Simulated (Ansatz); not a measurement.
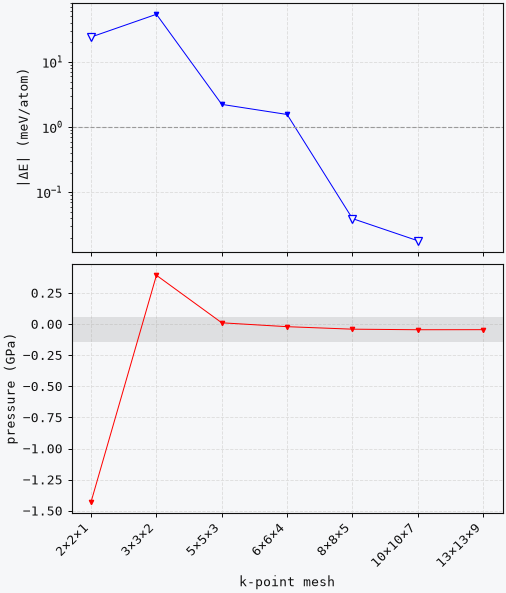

Scan of the k-point mesh.
System: Se (P3_121, 3 atoms in the cell).
Method: Ansatz, DFT, LDA (PW92), plane waves (420 eV) with PAW, scalar-relativistic; Fermi–Dirac smearing of 0.05 eV.
ΔE is the free energy less its value at the densest setting, 13×13×9.
Dashed lines or grey bands mark the tolerance: 1 meV/atom and 0.1 GPa.
On logarithmic panels, open markers lie below the reference value and filled ones above.

Question: From which setting is the free energy converged to 1 meV/atom?

Answer: The free energy is within 1 meV/atom of the densest setting's value from 8×8×5 on. It is off by 24 meV/atom at 2×2×1, 54 meV/atom at 3×3×2, 2.2 meV/atom at 5×5×3 and 1.6 meV/atom at 6×6×4 (on both sides of it).

Question: How does the pressure behave (tolerance 0.1 GPa)?

Answer: The pressure is within 0.1 GPa of the densest setting's value from 5×5×3 on. It is −1.43 GPa at 2×2×1, 0.39 GPa at 3×3×2 and −0.05 GPa at 13×13×9.
